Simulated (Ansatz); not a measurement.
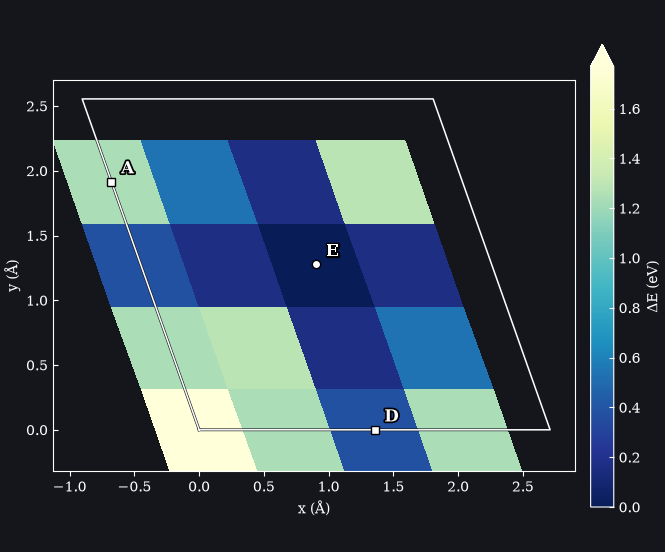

N on a Mo(110) slab cut from the Im-3m phase (4 atoms of substrate and one adsorbate in a 1 × 1 cell). One N atom a 1 × 1 cell is placed over a mesh of places on the rigid (1 1 0) surface, and only its height is relaxed. Places are given modulo a cell vector. The map is drawn in real space over the plane of the surface. Grid: 4 × 4 points. Energies: eV, counted from the lowest grid point. With one adsorbate in each 1 × 1 cell, its nearest image is 2.7 Å away, so neighbouring adsorbates interact. All numbers below come from DFT PBEsol, scalar-relativistic, plane waves, PAW (Ansatz 0.2.0).

The picture shows one coloured cell a grid point, the outline of one cell of the plane, one colour for all values above the top of the scale, lettered points.

### Is E the lowest point of the computed grid?

Yes. E, at a bridge site between two Mo atoms, over a second-layer Mo atom, (2/4, 2/4) of the cell vectors, has the lowest energy of the grid.

### Rank the lettered points by energy, lowest first.

E (0.00 eV), D (0.38 eV), A (1.24 eV).
